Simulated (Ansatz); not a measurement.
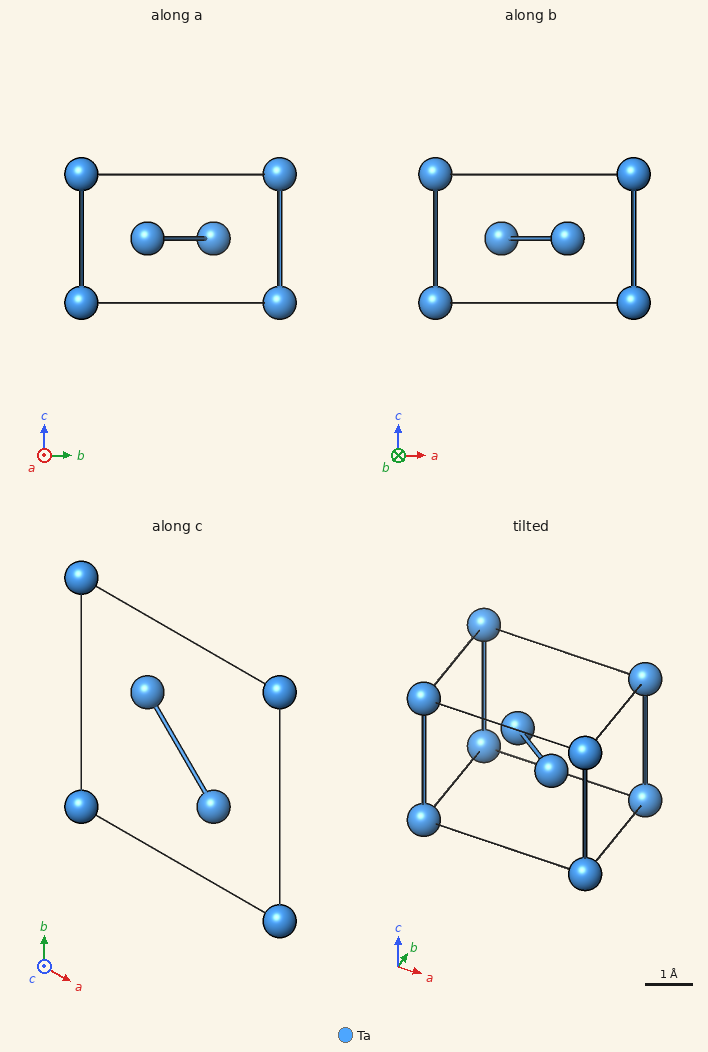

Structure drawing (ball-and-stick), viewed along the a axis, along the b axis, along the c axis and slightly off an axis. The wireframe shows the conventional unit cell.

Lattice parameters: a = 4.8847 Å, b = 4.8847 Å, c = 2.7429 Å, α = 90.000°, β = 90.000°, γ = 120.000°.

> Convert the drawing into a CIF with its space group and independent sites.

```cif
data_structure
_symmetry_space_group_name_H-M 'P 6/m m m'
_symmetry_Int_Tables_number 191
_cell_length_a 4.8847
_cell_length_b 4.8847
_cell_length_c 2.7429
_cell_angle_alpha 90.000
_cell_angle_beta 90.000
_cell_angle_gamma 120.000
_cell_volume 56.68
loop_
_atom_site_label
_atom_site_type_symbol
_atom_site_symmetry_multiplicity
_atom_site_Wyckoff_symbol
_atom_site_fract_x
_atom_site_fract_y
_atom_site_fract_z
_atom_site_occupancy
Ta1 Ta 1 a 0.0000 0.0000 0.0000 1
Ta2 Ta 2 d 0.3333 0.6667 0.5000 1
```

The structure comes from a structure type filled with this element by a generator (whether the element takes this form wasn't checked). The structure drawn was relaxed with DFT, revPBE, plane waves (420 eV) with PAW, scalar-relativistic in Ansatz 0.2.0.
